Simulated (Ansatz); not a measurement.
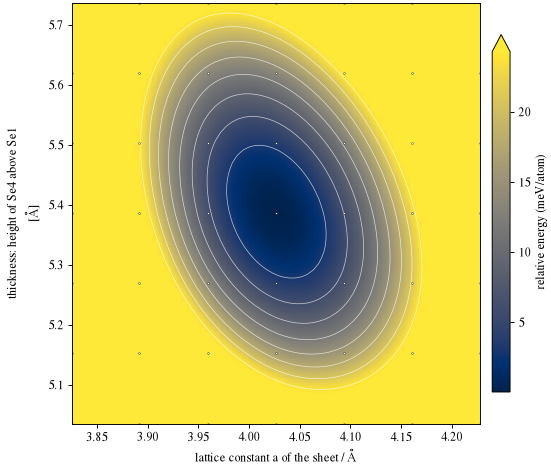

A two-dimensional sheet of InSe (4 atoms in the cell). 
- The lattice constant and the thickness of a sheet are varied, nothing relaxed.
- Coordinates scanned: (1) lattice constant a of the sheet (both vectors scaled alike); (2) thickness: height of Se4 above Se1, all heights scaled alike.
- Grid: 7 × 7 points.
- Points are written as (first, second).
- Energies: meV/atom, counted from the lowest grid point.
- These are results of Ansatz 0.2.0, DFT PBE+D3(BJ), scalar-relativistic, plane waves, PAW, not measurements. Settings: cutoff 420 eV, k-mesh 9×9×1, gaussian smearing 0.02 eV, no spin polarisation.

Drawn: a smooth colour map with a few white contour lines, dots at the grid points, one colour for all values above the top of the scale. Between grid points the surface is interpolated.

> Estimate the position of the minimum and the force constants in these coordinates.

The interpolated minimum is at the first coordinate ≈ 4.027 Å, the second coordinate ≈ 5.386 Å. The curvatures there are about 11 eV/Å² and 2.2 eV/Å², with a cross term of about 1.6 eV/Å² (per cell of 4 atoms). Round the minimum the valley is somewhat tilted: raising the first coordinate shifts the best value of the second coordinate downwards (coupling k₁₂/√(k₁₁k₂₂) about 0.3).
